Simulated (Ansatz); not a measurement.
Geometry relaxation of ZrO₂ (part 2 of 2)

ZrO₂ (6 atoms in the cell); DFT PBE, scalar-relativistic, plane waves, PAW, no spin polarisation (Ansatz 0.2.0); cutoff 420 eV, 6×6×6 k-mesh, Gaussian smearing of 0.02 eV. The structure derives from a Materials Project entry. It belongs to a series of runs on one base structure; here: biaxial strain in the a-b plane, c and atoms relaxed: -1.5 %.

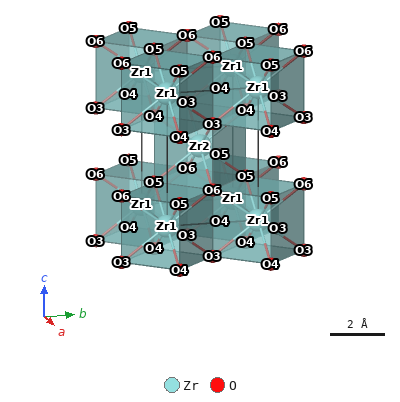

Fig. 1: The geometry at step 4 of the log (polyhedral view of the cell of the calculation, seen slightly off an axis; polyhedra are completed across the faces of the cell; atoms are numbered from 1 in the order of the input).

```
basis re-selected at this cell: Δ(F+E_penalty+E_count) = +6.170e-5 eV, ΔP = -0.000 GPa vs the last step (what re-selecting the basis moved, of the pressure what is left beyond the Pulay correction that the steps carried, after the strain that the cell walked since its last selection, with what the two solves' SCF thresholds leave and, on support functions, any second-order correction that the steps lacked; it is no measure of the basis error at this ecutwfc). This SCF's stress stands 1.35e-3 GPa from its target on what of the cell is left free (relax.cell.stress_tol is 1.50e-2 GPa) and its largest allowed force component is 4.12e-18 eV/Å (relax.f_tol is 8.00e-3 eV/Å): within both
SCF converged after 6 iterations
Free energy (F): -10647.584128 eV
Harris-Foulkes:  -10647.584128 eV  (|F-HF|=5.46e-12)
Internal energy: -10647.584128 eV  (E = F + TS)
E sigma→0 (E₀):  -10647.584128 eV
Fermi energy:    13.984151 eV
--- Per-component energies (eV) ---
  E_band       = -114.322080
  E_kinetic    = 1377.742753
  E_local      = -2265.455195  (includes V_loc(G=0)·N_el)
  E_nonlocal   = 342.375764
  E_hartree    = 748.931715
  E_xc         = -624.708738
  E_vxc        = -766.755123  (∫ρ·V_xc dr)
  E_paw        = -6537.870703  (= ΣΔE_a)
  E_vpaw       = -300.103731  (= ΣTr[D̂ρ^β])
  E_aug_tail   = 0.010064  (compensation charges beyond the density's cutoff)
  E_ewald      = -3688.609788
  E_smearing   = -0.000000  (= −TS)
  E_closure    = 0.000000  (closes the sum)
  Σ components = -10647.584128   (vs F -10647.584128, Δ=0.00e0)
--- Forces (eV/Å), atoms counted from 1 ---
  atom   1  Zr    -0.00000000    -0.00000000     0.00000000
  atom   2  Zr    -0.00000000    -0.00000000     0.00000000
  atom   3  O     -0.00000000     0.00000000    -0.00000000
  atom   4  O     -0.00000000     0.00000000    -0.00000000
  atom   5  O     -0.00000000     0.00000000    -0.00000000
  atom   6  O     -0.00000000     0.00000000     0.00000000
  max |Σ_I F_I| component: 2.08e-17 eV/Å
--- Stress (GPa, compression-positive) ---
        9.195396       0.000000       0.000000
        0.000000       9.195396       0.000000
        0.000000       0.000000      -0.001350
  P = ⅓ Tr σ = 6.1298 GPa (61.298 kbar)
--- Band table (eV; the first three rows and the last of 40) ---
  k-point 0: bands = ["-35.7316", "-35.6682", "-14.3266", "-13.7276", "-13.7276", "-13.5549", "-13.5549", "-13.5470", "-5.9367", "-4.4978", "-3.8071", "-3.3368", "6.3489", "7.0166", "7.0166", "7.0394", "9.1500", "9.1500", "10.8494", "10.8494", "11.5968", "11.8621", "11.8621", "12.1619", "15.5827", "15.7872", "16.1138", "17.0910", "18.0279", "18.9677"]
  k-point 1: bands = ["-35.7274", "-35.6725", "-14.2814", "-13.7162", "-13.7162", "-13.6080", "-13.5667", "-13.5667", "-5.7999", "-4.4325", "-3.9627", "-3.4311", "6.6151", "7.1029", "7.1029", "7.3108", "8.8559", "8.8559", "11.0120", "11.1034", "11.1034", "11.6396", "11.8778", "11.8778", "15.8607", "15.8608", "16.1964", "16.9855", "18.4853", "19.2914"]
  k-point 2: bands = ["-35.7158", "-35.6841", "-14.1537", "-13.7670", "-13.6850", "-13.6850", "-13.5986", "-13.5986", "-5.4257", "-4.3730", "-4.2470", "-3.6733", "7.3582", "7.3582", "7.3633", "8.0723", "8.3002", "8.3002", "9.7774", "10.4761", "11.5194", "11.5194", "11.8861", "11.8861", "16.0694", "16.2757", "16.3739", "16.7140", "19.4564", "19.8365"]
  k-point 39: bands = ["-35.6647", "-35.6647", "-14.0489", "-14.0489", "-14.0489", "-14.0489", "-13.7260", "-13.7260", "-4.1600", "-4.1600", "-4.1600", "-4.1600", "7.5104", "7.5104", "7.5548", "7.5548", "9.8528", "9.8528", "9.8528", "9.8528", "11.0602", "11.0602", "12.2021", "12.2021", "16.6796", "16.6796", "17.0615", "17.0615", "18.7864", "18.7864"]
--- Relaxed structure (4 steps of the walk, 4 accepted, 2 SCFs on fresh bases) ---
  F+E_penalty+E_count = -10647.58412829 eV   max|allowed force component| = 4.120e-18 eV/Å   (the final SCF, on the basis selected at the relaxed cell)
  cell:  # Å, volume = 65.3225 Å³
    - [2.5195454677, 2.5195454677, 0.0]
    - [-2.5195454677, 2.5195454677, 0.0]
    - [0.0, 0.0, 5.145038063071601]
  atoms:
    - { symbol: Zr, position: [-2.7215426225493846e-37, 9.71979508053352e-37, 2.7327170153394725e-38] }
    - { symbol: Zr, position: [0.5, 0.5, 0.49999999999999994] }
    - { symbol: O, position: [0.0, 0.5, 0.7499999999999999] }
    - { symbol: O, position: [0.5, 0.0, 0.7499999999999999] }
    - { symbol: O, position: [0.5, 0.0, 0.24999999999999997] }
    - { symbol: O, position: [0.0, 0.5, 0.24999999999999997] }
```

### Trajectory as extended XYZ (Å, eV, eV/Å), 6 frames, from step=1 to step=6
```
6
Lattice="2.5195 2.5195 0.0000 -2.5195 2.5195 0.0000 0.0000 0.0000 5.1619" Properties=species:S:1:pos:R:3:forces:R:3 step=1 energy=-10647.58303 pressure_GPa=5.29
Zr    0.0000    0.0000    0.0000    0.0000   0.0000   0.0000
Zr    0.0000    2.5195    2.5809    0.0000   0.0000   0.0000
O    -1.2598    1.2598    3.8714    0.0000   0.0000   0.0000
O     1.2598    1.2598    3.8714    0.0000   0.0000   0.0000
O     1.2598    1.2598    1.2905    0.0000   0.0000   0.0000
O    -1.2598    1.2598    1.2905    0.0000   0.0000   0.0000
6
Lattice="2.5195 2.5195 0.0000 -2.5195 2.5195 0.0000 0.0000 0.0000 5.1328" Properties=species:S:1:pos:R:3:forces:R:3 step=2 energy=-10647.58509 pressure_GPa=6.79
Zr    0.0000    0.0000    0.0000    0.0000   0.0000   0.0000
Zr    0.0000    2.5195    2.5664    0.0000   0.0000   0.0000
O    -1.2598    1.2598    3.8496    0.0000   0.0000   0.0000
O     1.2598    1.2598    3.8496    0.0000   0.0000   0.0000
O     1.2598    1.2598    1.2832    0.0000   0.0000   0.0000
O    -1.2598    1.2598    1.2832    0.0000   0.0000   0.0000
6
Lattice="2.5195 2.5195 0.0000 -2.5195 2.5195 0.0000 0.0000 0.0000 5.1455" Properties=species:S:1:pos:R:3:forces:R:3 step=3 energy=-10647.58508 pressure_GPa=6.13
Zr    0.0000    0.0000    0.0000    0.0000   0.0000   0.0000
Zr    0.0000    2.5195    2.5728    0.0000   0.0000   0.0000
O    -1.2598    1.2598    3.8591    0.0000   0.0000   0.0000
O     1.2598    1.2598    3.8591    0.0000   0.0000   0.0000
O     1.2598    1.2598    1.2864    0.0000   0.0000   0.0000
O    -1.2598    1.2598    1.2864    0.0000   0.0000   0.0000
6
Lattice="2.5195 2.5195 0.0000 -2.5195 2.5195 0.0000 0.0000 0.0000 5.1455" Properties=species:S:1:pos:R:3:forces:R:3 step=4 energy=-10647.58416 pressure_GPa=6.11
Zr    0.0000    0.0000    0.0000    0.0000   0.0000   0.0000
Zr    0.0000    2.5195    2.5728    0.0000   0.0000   0.0000
O    -1.2598    1.2598    3.8591    0.0000   0.0000   0.0000
O     1.2598    1.2598    3.8591    0.0000   0.0000   0.0000
O     1.2598    1.2598    1.2864    0.0000   0.0000   0.0000
O    -1.2598    1.2598    1.2864    0.0000   0.0000   0.0000
6
Lattice="2.5195 2.5195 0.0000 -2.5195 2.5195 0.0000 0.0000 0.0000 5.1450" Properties=species:S:1:pos:R:3:forces:R:3 step=5 energy=-10647.58419 pressure_GPa=6.13
Zr    0.0000    0.0000    0.0000    0.0000   0.0000   0.0000
Zr    0.0000    2.5195    2.5725    0.0000   0.0000   0.0000
O    -1.2598    1.2598    3.8588    0.0000   0.0000   0.0000
O     1.2598    1.2598    3.8588    0.0000   0.0000   0.0000
O     1.2598    1.2598    1.2863    0.0000   0.0000   0.0000
O    -1.2598    1.2598    1.2863    0.0000   0.0000   0.0000
6
Lattice="2.5195 2.5195 0.0000 -2.5195 2.5195 0.0000 0.0000 0.0000 5.1450" Properties=species:S:1:pos:R:3:forces:R:3 step=6 energy=-10647.58413 pressure_GPa=6.13
Zr    0.0000    0.0000    0.0000    0.0000   0.0000   0.0000
Zr    0.0000    2.5195    2.5725    0.0000   0.0000   0.0000
O    -1.2598    1.2598    3.8588    0.0000   0.0000   0.0000
O     1.2598    1.2598    3.8588    0.0000   0.0000   0.0000
O     1.2598    1.2598    1.2863    0.0000   0.0000   0.0000
O    -1.2598    1.2598    1.2863    0.0000   0.0000   0.0000
```

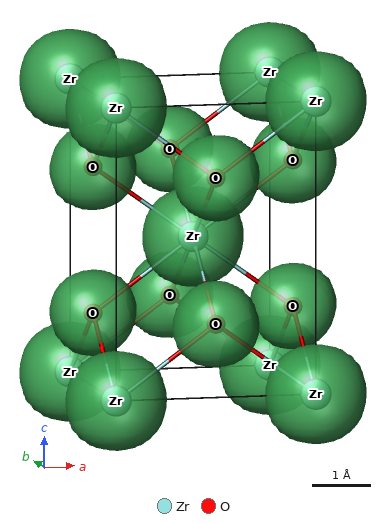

Fig. 2: Isosurface of the valence charge density (pseudo) at 1 e/Å³ (green), seen slightly off an axis. Sticks mark near contacts. The outline is the cell set on symmetry axes. At this value the density breaks into separate islands; it holds about 65 % of the electrons treated as valence (semicore included). It is pinched off along the Zr–O (2.20 Å) contacts. On the grid the lowest density along these lines, outside the cores, is 0.53 e/Å³ (Zr–O, 2.20 Å). The fields are those of the smooth PAW valence density.

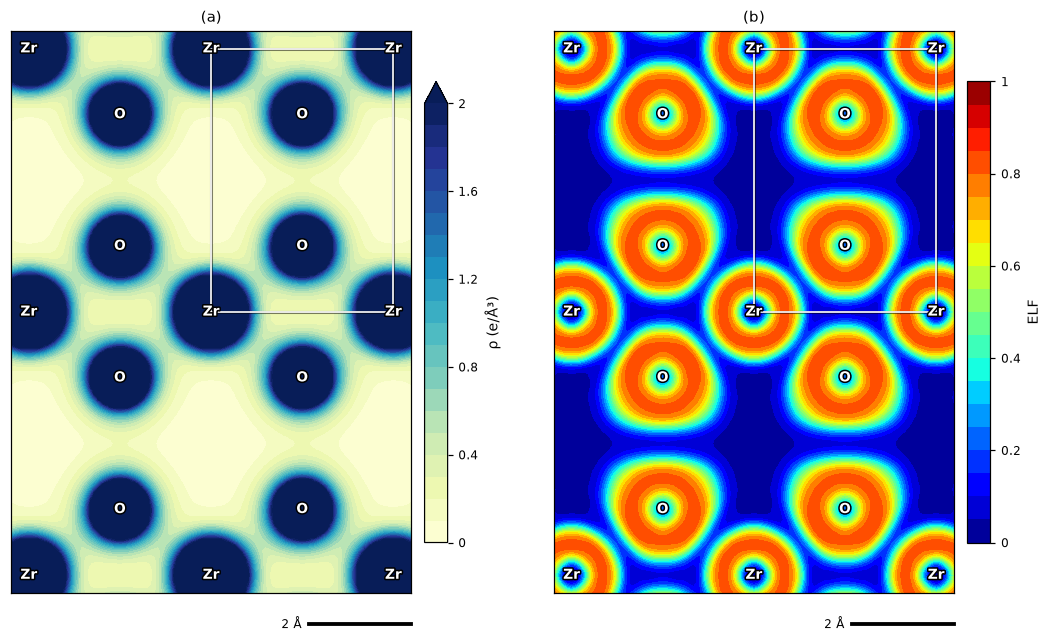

Fig. 3: (a) valence pseudo-density; (b) electron localisation function on the (100) plane of the conventional cell. Atoms in the plane: Zr and O. Zr–O (2.20 Å): the density is about 0.54 e/Å³ at the midpoint; the ELF peaks at about 0.85 in the valence shell of O, 0.6 Å from its nucleus, and drops to about 0.20 between the two atoms. Away from the nuclei the density in this plane falls to 0.02 e/Å³ at its lowest. The strong features right at Zr lie inside the PAW spheres (semicore, d or f shells) and say nothing about bonding.

This output came from the following input.

### Input
```yaml
crystal:
  lattice:
    - [2.5195454677, 2.5195454677, 0.0]
    - [-2.5195454677, 2.5195454677, 0.0]
    - [0.0, 0.0, 5.161870816]
  atoms:
    - { symbol: Zr, position: [0.0, 0.0, 0.0] }
    - { symbol: Zr, position: [0.5, 0.5, 0.5] }
    - { symbol: O, position: [0.0, 0.5, 0.75] }
    - { symbol: O, position: [0.5, 0.0, 0.75] }
    - { symbol: O, position: [0.5, 0.0, 0.25] }
    - { symbol: O, position: [0.0, 0.5, 0.25] }
basis:
  ecutwfc: 420
kpoints:
  mp_grid: { grid: [6, 6, 6] }
hamiltonian:
  xc: pbe
scf:
  occupations: { method: gaussian, width: 0.02 }
output:
  forces: true
  stress: true
  eigenvalues: true
  write_density: true
  write_potential: true
  elf: true
  volumetric_format: npy
relax:
  adjacent_minimum: "off"
  f_tol: 0.008
  max_steps: 40
  cell: { stress_tol: 0.015, fix: [a, b, gamma] }
```

Command:
```bash
ansatz run input.yaml --threads 1 --pin off --max-ram 2560MiB --backend cpu --events-out ev --progress --plain --runs-dir out
```

### Summary

- outcome: converged
- space group (tolerance 0.01 Å): I4/mmm (139)
- electrons treated: 48
- free energy: −10647.5841 eV
- Fermi energy: 13.984 eV
- gap on the k-point mesh: 3.20 eV
- pressure: 6.13 GPa
- final volume: 65.32 Å³
- largest force (length of the vector) at the end: under 0.001 eV/Å
- final cell: a = 3.563 Å, b = 3.563 Å, c = 5.145 Å, α = 90.00°, β = 90.00°, γ = 90.00°
- hardware: 1 thread of Intel Xeon (Sapphire Rapids), 16 GiB of memory available, shared host
- wall time: 19 s
- peak memory: 0.44 GiB
